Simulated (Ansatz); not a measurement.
**GaP: density, localisation and related maps**

```xyz
8
Lattice="7.5146 0.0000 0.0000 0.0000 3.9428 0.0000 0.0000 0.0000 6.6028" Properties=species:S:1:pos:R:3 pbc="T T T"
Ga    6.3173    2.9571    2.6725
Ga    4.9546    0.9857    5.9739
Ga    2.5600    2.9571    0.6288
Ga    1.1973    0.9857    3.9302
P     6.2699    0.9857    4.0272
P     5.0019    2.9571    0.7258
P     2.5126    0.9857    5.8769
P     1.2446    2.9571    2.5756
```

Space group Pnma; a structure generated by program, which may or may not match a known phase.

Method: DFT PBE, scalar-relativistic, plane waves, PAW (Ansatz).

Core electrons are frozen (PAW), and the valence fields are smoothed inside the atomic spheres.

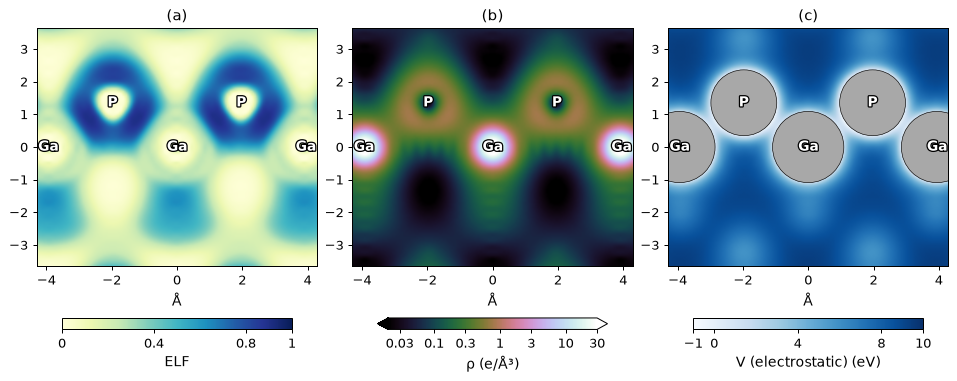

Figure 1. (a) ELF; (b) valence electron density; (c) electrostatic potential energy of an electron on the (100) plane of the conventional cell. Grey discs cover the atomic cores in the potential map.

Read the bonding off the picture.

- The plane passes through Ga and P nuclei.
- Ga–P (2.39 Å): the density is about 0.52 e/Å³ at the midpoint; the ELF peaks at about 0.90 in the valence shell of P, 0.9 Å from its nucleus, and is about 0.75 at the midpoint.
- Between the atoms the lowest density in this plane is 0.02 e/Å³.
- Outside the cores the potential energy rises away from the atoms and is highest about 2.2 Å from the nearest atoms; its zero is arbitrary.

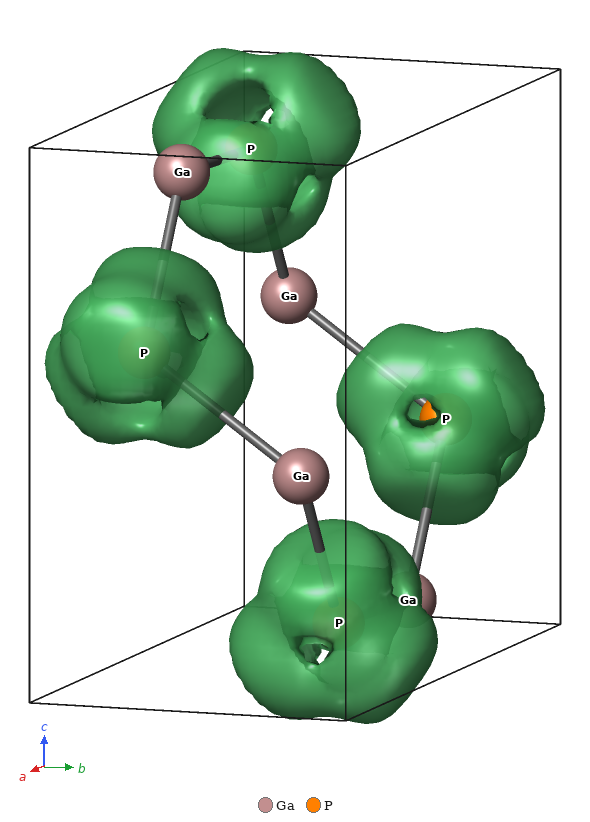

Figure 2. Isosurface of the electron localisation function at 0.75 (green), seen slightly off an axis. Core shells and regions of very low density are left out. Sticks mark near contacts.

What do the ELF domains correspond to?

The surface consists of four regions on P in which the atom's valence shell and bonds are merged, counted in one cell of 8 atoms. Regions shared between cells count once. Along the contacts the grid gives the following. Ga–P (2.35 Å): the ELF peaks at about 0.90 in the valence shell of P, 0.9 Å from its nucleus, and is about 0.75 at the midpoint.

Does the calculation give a band gap?

It is gapped, with a Kohn–Sham gap of 1.0 eV on the k-point mesh, an upper bound to the gap of this method.
